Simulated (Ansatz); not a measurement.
TaAs$_{3}$

Input file:

```
crystal:
  lattice:
    - [3.5932871908, 0.0, 0.0]
    - [0.0, 3.5932871908, 0.0]
    - [0.0, 0.0, 6.9837966397]
  atoms:
    - { symbol: Ta, position: [0.5, 0.5, 0.11616772] }
    - { symbol: As, position: [0.0, 0.5, 0.8104491561] }
    - { symbol: As, position: [0.0, 0.0, 0.2659118254] }
    - { symbol: As, position: [0.5, 0.0, 0.8104491561] }
basis:
  ecutwfc: 420
kpoints:
  mp_grid: { grid: [10, 10, 6] }
hamiltonian:
  xc: pbe
scf:
  occupations: { method: gaussian, width: 0.1 }
output:
  forces: true
  stress: true
  eigenvalues: true
  write_density: true
  write_potential: true
  elf: true
  volumetric_format: npy
relax:
  adjacent_minimum: "off"
  f_tol: 0.01
  max_steps: 80
  cell: { stress_tol: 0.05 }
```

Run with:

```sh
ansatz run input.yaml --threads 1 --pin off --max-ram 2560MiB --backend cpu --events-out ev --progress --plain --runs-dir out
```

Below, planes, directions and counts refer to the conventional cell (a = 3.59 Å, b = 3.59 Å, c = 7.02 Å, α = 90.00°, β = 90.00°, γ = 90.00°).

The fields are those of the run's last geometry, not of the input's.

Space group P4mm; a generated structure, not necessarily the stable one.

The calculation used DFT PBE, scalar-relativistic, plane waves, PAW (Ansatz 0.2.0).

The density is the valence pseudo-density of a PAW calculation; it isn't the true density close to the nuclei.

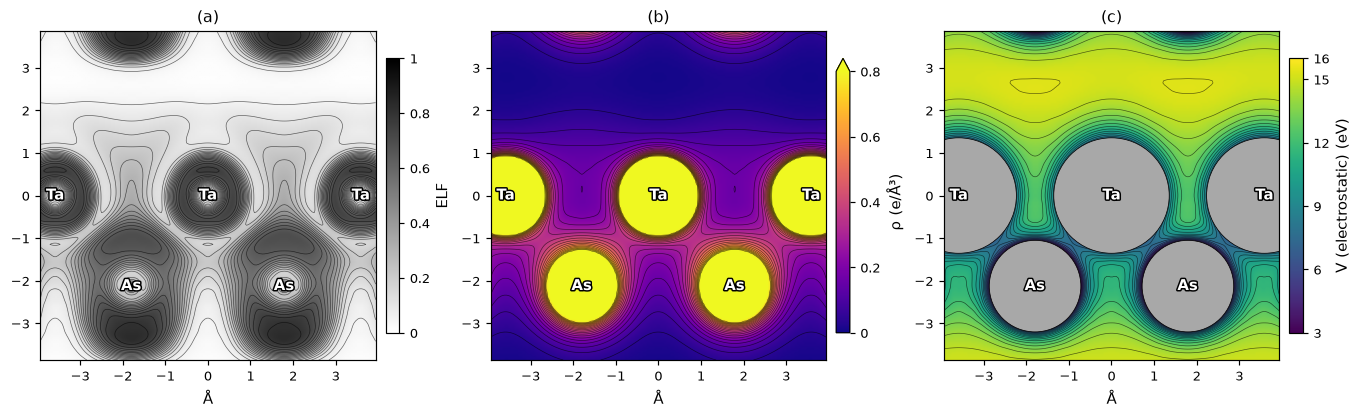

Figure 1. (a) ELF; (b) valence electron density; (c) electrostatic potential energy of an electron on the (100) plane of the conventional cell. Grey discs cover the atomic cores in the potential map.

**Describe what can be read from this map.**

- The plane passes through Ta and As nuclei.
- Between the atoms the lowest density in this plane is 0.009 e/Å³.
- The features right at Ta lie inside the PAW spheres, where the map follows smoothed inner orbitals and isn't to be read closely.
- Outside the cores the potential energy rises away from the atoms and is highest about 2.3 Å from the nearest atoms; its zero is arbitrary.

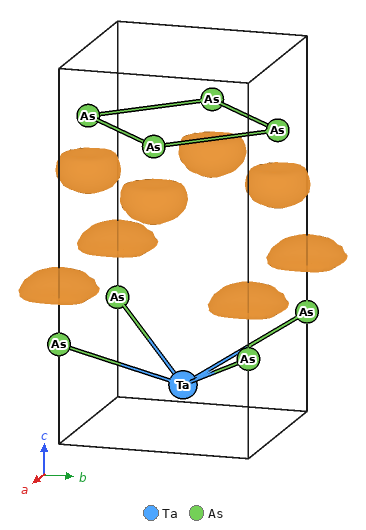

Figure 2. Isosurface of the ELF at 0.75 (orange), seen slightly off an axis. Core shells and regions of very low density are left out. Sticks mark near contacts.

**Where are the electrons localised?**

The ELF exceeds this value in three lobes on As, pointing away from the bonds (lone pairs), counted in one cell of 4 atoms. Any copies at cell faces, edges or corners count once. Along the contacts the grid gives the following. As–As (2.54 Å): the ELF is about 0.55 at the midpoint. Ta–As (2.75 Å): the ELF is about 0.50 at the midpoint.

**Does the calculation make it a metal, or give it a gap?**

It is gapless in this calculation (a metal or semimetal).
